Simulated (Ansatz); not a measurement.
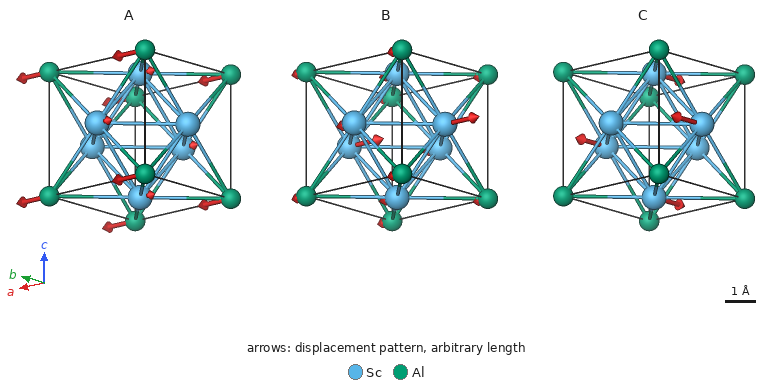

Modes of a crystal of Sc3Al, space group Pm-3m (No. 221), at the zone centre (one member of each degenerate set). The red arrows give the relative displacements of the atoms. The picture is a ball-and-stick view of the cell of the calculation, seen from a free direction.

All numbers below come from DFT r2SCAN, scalar-relativistic, plane waves, PAW (Ansatz 0.2.0).

Question: Give the symmetry species and the selection rules of each.

Answer: A is T₁u, infrared-active by symmetry (228 cm⁻¹). B is T₁u, infrared-active by symmetry (256 cm⁻¹). C is T₂u, silent by symmetry (neither infrared- nor Raman-active) (190 cm⁻¹). The crystal has a centre of inversion, so no mode is both. In a metal the free carriers screen the infrared response.
